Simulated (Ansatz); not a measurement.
Ti: geometry relaxation (part 1 of 2)

The run: geometry relaxation of Ti (1 atom in the cell). Method and program: DFT, PBE, PAW with Ansatz's default frozen-core files, scalar-relativistic, no spin polarisation (Ansatz 0.2.0).

The structure was built on a prototype by a generator; it need not be a known phase. Its volume is 0.73 times that of the source entry. It belongs to a series of runs on one base structure; here: sc relaxed under pressure, PAW files. Figures and captions count atoms from 1; the log counts them from 0 in places.

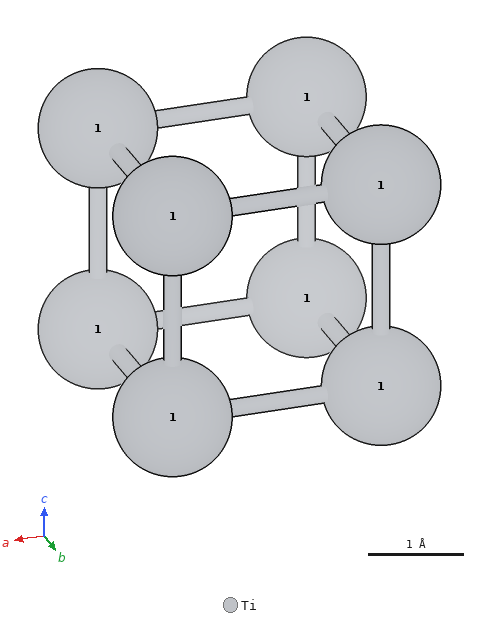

**Figure 1.** The structure as given in the input (ball-and-stick view of the cell of the calculation, seen at an oblique angle; atoms are numbered from 1 in the order of the input).

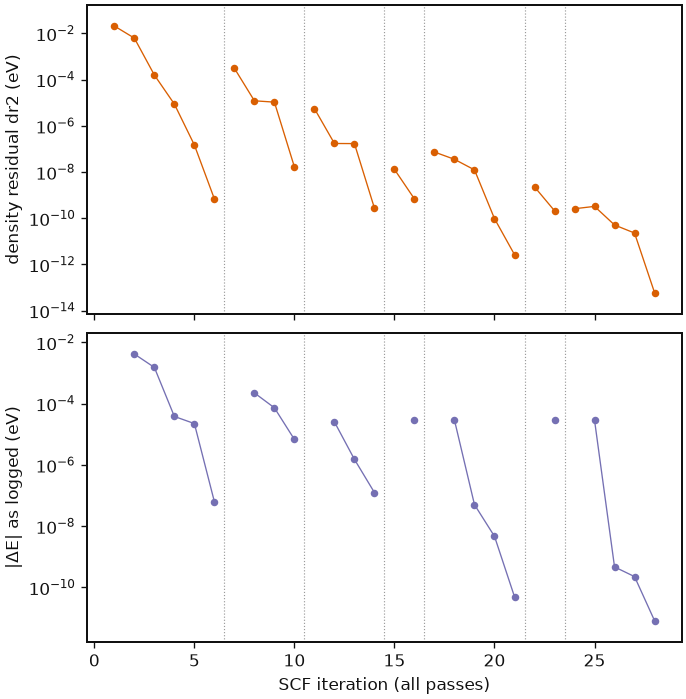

**Figure 2.** Convergence of the self-consistent field: density residual dr2 and size of the energy change against the SCF iteration. The dotted lines part the SCF passes of the relaxation: geometry steps, rejected trials and re-solves on a re-selected basis. The 7 passes take 2 to 6 iterations each, 28 in all.

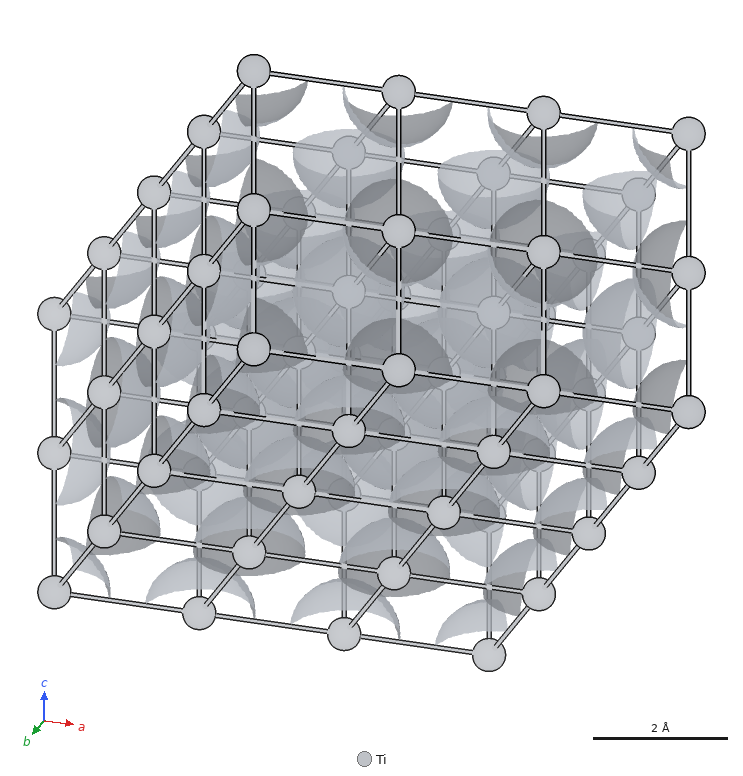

**Figure 3.** Isosurface of the valence pseudo-density at 1 e/Å³ (grey), seen at an oblique angle. Sticks mark near contacts. The outline is the cell set on symmetry axes. At this value the density breaks into separate islands; it holds about 70 % of the electrons treated as valence (semicore included). It is pinched off along the Ti–Ti (2.29 Å) contacts. On the grid the lowest density along these lines, outside the cores, is 0.46 e/Å³ (Ti–Ti, 2.29 Å). In a PAW calculation such maps are meaningful between the atoms, not at the nuclei.

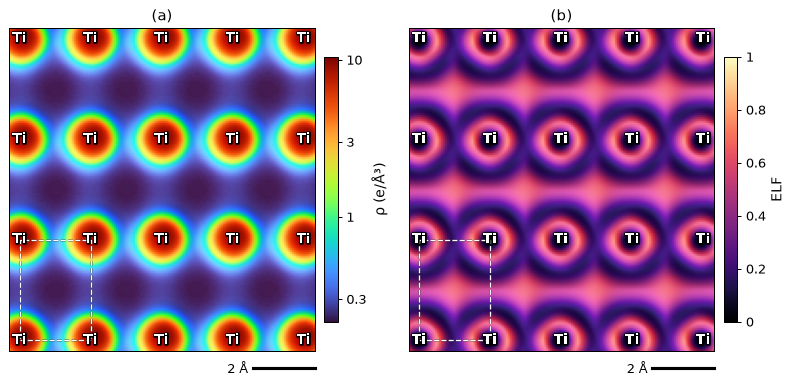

**Figure 4.** (a) valence charge density (pseudo); (b) electron localisation function on the (011) plane of the conventional cell. The section cuts through Ti sites. Ti–Ti (2.29 Å): ρ at the midpoint is about 0.46 e/Å³; the ELF is about 0.15 at the midpoint; no localised pair between them. Away from the nuclei the density in this plane falls to 0.22 e/Å³ at its lowest. 5. The strong features right at Ti lie inside the PAW spheres (semicore, d or f shells) and say nothing about bonding.

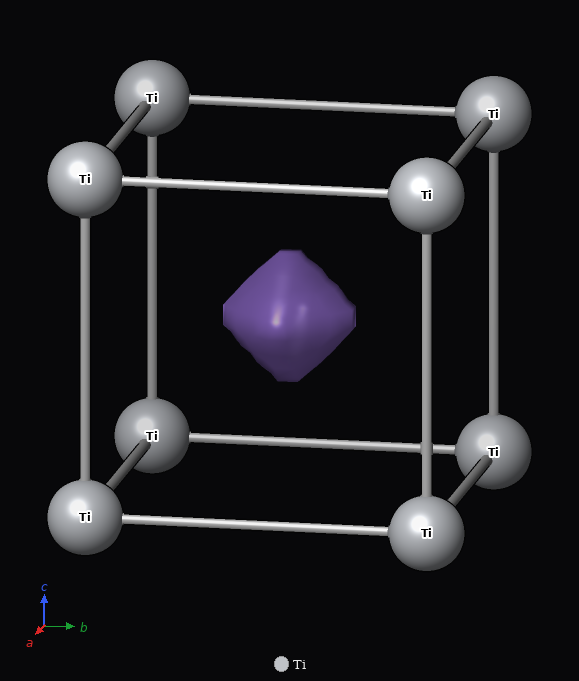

**Figure 5.** Isosurface of the electron localisation function at 0.55 (purple), seen slightly off an axis. Only the valence region is drawn (cores and ρ < 0.01 e/Å³ removed). Sticks mark near contacts. The outline is the cell set on symmetry axes. Along the contacts the grid gives the following. Ti–Ti (2.29 Å): the ELF is about 0.15 at the midpoint; no localised pair between them.

These pictures come from the run below.

The input:
```yaml
crystal:
  lattice:
    - [2.3321964522, 0.0, 0.0]
    - [0.0, 2.3321964522, 0.0]
    - [0.0, 0.0, 2.3321964522]
  atoms:
    - { symbol: Ti, position: [0.0, 0.0, 0.0] }
kpoints:
  mp_grid: { grid: [16, 16, 16] }
scf:
  occupations: { method: fermi_dirac, width: 0.1 }
hamiltonian:
  xc: pbe
  pseudopotentials: { kind: paw }
output:
  forces: true
  stress: true
  eigenvalues: true
  write_density: true
  write_potential: true
  elf: true
  volumetric_format: npy
relax:
  f_tol: 0.005
  max_steps: 40
  cell: { p_target: 68.0, stress_tol: 0.034 }
```

Command:
```bash
ansatz run input.yaml --threads 1 --pin off --max-ram 3584MiB --backend cpu --events-out ev --progress --plain --runs-dir out
```

Output:
```
Engine: ansatz 0.2.0, aarch64-unknown-linux-gnu
Pseudopotentials: kind: paw
Pseudopotential: Ti, paw, valence charge 12, recommended cutoff 420 eV (normal), Ti.paw.azcp
Functional definition: PBE
  parameter kappa = 0.804
  parameter beta = 0.06672455060314922
  exchange = pbe_x(kappa = kappa, mu = beta*pi^2/3)
  correlation = pbe_c(beta = beta)
Crystal: 1 atoms, lattice volume = 12.685 Å³
Basis set: ecut = 420 eV, 251 PW (Γ), exchange–correlation on 32×32×32 points (8 copies of the dense FFT grid, shifted against one another)
Bands: 10, of which v1, the nominal top of the filled ones, is band 6 counted from 1 (5 counted from 0)
Symmetry: 48 space group operations
Space group: Pm-3m (ITA 221), of the structure as read, at distance tolerance 2.3e-5 Å
k-points: 165 of 4096
Non-local potential: Ti, projectors of the file, l = 0: 3, l = 1: 2, l = 2: 3, l = 3: 1
PAW form: soft (Blöchl's): semilocal exchange-correlation on the pseudo side does not see the compensation charge
PAW one-centre angular grid: Ti, 590 points (default); XC on 64 Gauss nodes
Initial density: superposition of atomic densities (neutral atoms: chi_scale 0, normalization atom), corrected by the library's trained network
Initial wavefunctions: pseudopotential atomic-orbital guess
Functional: x = pbe(κ = 0.804, μ = 0.2195149727645171), c = pbe(β = 0.06672455060314922)
SCF iter   1: F=—  HF=-2498.129673 eV  |F-HF|=—  |Δ(HF+E_count)|=         —  Δρ=1.45e-2  dr2=2.09e-2  ethr=1.77e-3  ⟨swp⟩=4.6  Hψ=9135  notcnv=0
preconditioner: auto → none  [metal: Δε(μ)=0.004 eV  Ē_g=5.737 eV  σ=0.100 eV  W_gap=0.01  n_scr=6 (ndim 8)  ℏωp=20.9 eV  f_vac=0.000  D(μ)=1.22/eV (n_scr^D=18)  sad-step TF]
SCF iter   2: F=—  HF=-2498.125486 eV  |F-HF|=—  |Δ(HF+E_count)|=   4.19e-3  Δρ=8.13e-3  dr2=6.25e-3  ethr=1.74e-4  ⟨swp⟩=2.0  Hψ=3482  notcnv=0
SCF iter   3: F=—  HF=-2498.123951 eV  |F-HF|=—  |Δ(HF+E_count)|=   1.53e-3  Δρ=1.15e-3  dr2=1.58e-4  ethr=5.21e-5  ⟨swp⟩=1.8  Hψ=1874  notcnv=0
SCF iter   4: F=—  HF=-2498.123913 eV  |F-HF|=—  |Δ(HF+E_count)|=   3.83e-5  Δρ=3.05e-4  dr2=8.72e-6  ethr=1.31e-6  ⟨swp⟩=2.6  Hψ=2732  notcnv=0
SCF iter   5: F=—  HF=-2498.123935 eV  |F-HF|=—  |Δ(HF+E_count)|=   2.24e-5  Δρ=4.21e-5  dr2=1.48e-7  ethr=7.26e-8  ⟨swp⟩=3.0  Hψ=2722  notcnv=0
SCF iter   6: F=-2498.123935 eV  HF=-2498.123935 eV  |F-HF|=2.34e-10  |Δ(HF+E_count)|=   6.29e-8  Δρ=3.05e-6  dr2=6.89e-10  ethr=8.33e-10  ⟨swp⟩=7.7  Hψ=10032  notcnv=0
SCF 1 converged in 6 iterations: F = -2498.123935 eV  dr2 = 6.89e-10
  greatest PAW one-centre occupation: 0.999 electrons in one spin orbital (limit 2), on the Ti atom at site 0 (counted from 0), in its partial waves of l = 0
relax step   1: F+E_penalty+E_count = -2498.12393500 eV  Δ(F+E_penalty+E_count) = +0.000e0 eV  max|allowed force component| = 0.000e0 eV/Å  Δτ_max = 0.0000 Å  P = +54.457 GPa  Ω = 12.685 Å³  (6 SCF iters, dr2 threshold 1.00e-7 eV, accepted)
Crystal: 1 atoms, lattice volume = 12.115 Å³
Initial density: handed on by an earlier stage of this run
Initial wavefunctions: those handed on with the density
iter 1 solved again at ethr=2.42e-6 eV; its pass at ethr=3.10e-3 eV (dr2=2.90e-4 eV) is discarded
SCF iter   1: F=—  HF=-2497.909445 eV  |F-HF|=—  |Δ(HF+E_count)|=         —  Δρ=1.89e-3  dr2=3.09e-4  ethr=2.42e-6  ⟨swp⟩=1.6  Hψ=11328  notcnv=0
preconditioner: auto → none  [metal: Δε(μ)=0.020 eV  Ē_g=6.045 eV  σ=0.100 eV  W_gap=0.05  n_scr=0 (ndim 8)  ℏωp=21.3 eV  f_vac=0.000  D(μ)=1.15/eV (n_scr^D=18)]
SCF iter   2: F=—  HF=-2497.909670 eV  |F-HF|=—  |Δ(HF+E_count)|=   2.25e-4  Δρ=5.91e-4  dr2=1.21e-5  ethr=2.42e-6  ⟨swp⟩=2.9  Hψ=2756  notcnv=0
SCF iter   3: F=—  HF=-2497.909743 eV  |F-HF|=—  |Δ(HF+E_count)|=   7.33e-5  Δρ=3.38e-4  dr2=1.06e-5  ethr=1.01e-7  ⟨swp⟩=2.0  Hψ=2730  notcnv=0
SCF iter   4: F=-2497.909750 eV  HF=-2497.909750 eV  |F-HF|=1.03e-8  |Δ(HF+E_count)|=   6.79e-6  Δρ=1.77e-5  dr2=1.66e-8  ethr=8.33e-10  ⟨swp⟩=6.2  Hψ=11373  notcnv=0
SCF 2 converged in 4 iterations: F = -2497.909750 eV  dr2 = 1.66e-8
relax step   2: F+E_penalty+E_count = -2497.90975009 eV  Δ(F+E_penalty+E_count) = +2.142e-1 eV  max|allowed force component| = 0.000e0 eV/Å  Δτ_max = 0.0000 Å  P = +66.461 GPa  Ω = 12.115 Å³  energy of the carried Pulay correction = +1.912e-4 eV  (4 SCF iters, dr2 threshold 1.00e-7 eV, accepted)
Crystal: 1 atoms, lattice volume = 12.046 Å³
iter 1 solved again at ethr=6.13e-8 eV; its pass at ethr=3.10e-3 eV (dr2=7.36e-6 eV) is discarded
SCF iter   1: F=—  HF=-2497.880680 eV  |F-HF|=—  |Δ(HF+E_count)|=         —  Δρ=2.51e-4  dr2=5.56e-6  ethr=6.13e-8  ⟨swp⟩=2.0  Hψ=11292  notcnv=0
preconditioner: auto → none  [metal: Δε(μ)=0.030 eV  Ē_g=6.083 eV  σ=0.100 eV  W_gap=0.08  n_scr=0 (ndim 8)  ℏωp=21.4 eV  f_vac=0.000  D(μ)=1.14/eV (n_scr^D=18)]
SCF iter   2: F=—  HF=-2497.880655 eV  |F-HF|=—  |Δ(HF+E_count)|=   2.54e-5  Δρ=7.23e-5  dr2=1.72e-7  ethr=4.63e-8  ⟨swp⟩=2.9  Hψ=2720  notcnv=0
SCF iter   3: F=—  HF=-2497.880656 eV  |F-HF|=—  |Δ(HF+E_count)|=   1.52e-6  Δρ=4.33e-5  dr2=1.70e-7  ethr=8.33e-10  ⟨swp⟩=8.1  Hψ=11159  notcnv=0
SCF iter   4: F=-2497.880656 eV  HF=-2497.880656 eV  |F-HF|=8.87e-11  |Δ(HF+E_count)|=   1.25e-7  Δρ=2.30e-6  dr2=2.73e-10  ethr=8.33e-10  ⟨swp⟩=4.9  Hψ=8351  notcnv=0
SCF 3 converged in 4 iterations: F = -2497.880656 eV  dr2 = 2.73e-10
relax step   3: F+E_penalty+E_count = -2497.88065646 eV  Δ(F+E_penalty+E_count) = +2.909e-2 eV  max|allowed force component| = 0.000e0 eV/Å  Δτ_max = 0.0000 Å  P = +68.084 GPa  Ω = 12.046 Å³  energy of the carried Pulay correction = +2.150e-4 eV  (4 SCF iters, dr2 threshold 1.00e-7 eV, accepted)
Crystal: 1 atoms, lattice volume = 12.049 Å³
iter 1 solved again at ethr=1.43e-10 eV; its pass at ethr=3.10e-3 eV (dr2=1.72e-8 eV) is discarded
SCF iter   1: F=—  HF=-2497.882198 eV  |F-HF|=—  |Δ(HF+E_count)|=         —  Δρ=1.36e-5  dr2=1.30e-8  ethr=1.43e-10  ⟨swp⟩=2.0  Hψ=10885  notcnv=0
preconditioner: auto → none  [metal: Δε(μ)=0.030 eV  Ē_g=6.081 eV  σ=0.100 eV  W_gap=0.07  n_scr=0 (ndim 8)  ℏωp=21.4 eV  f_vac=0.000  D(μ)=1.14/eV (n_scr^D=18)]
SCF iter   2: F=-2497.882170 eV  HF=-2497.882170 eV  |F-HF|=5.67e-9  |Δ(HF+E_count)|=   2.87e-5  Δρ=4.15e-6  dr2=6.84e-10  ethr=1.08e-10  ⟨swp⟩=7.6  Hψ=9836  notcnv=0
SCF 4 converged in 2 iterations: F = -2497.882170 eV  dr2 = 6.84e-10
```
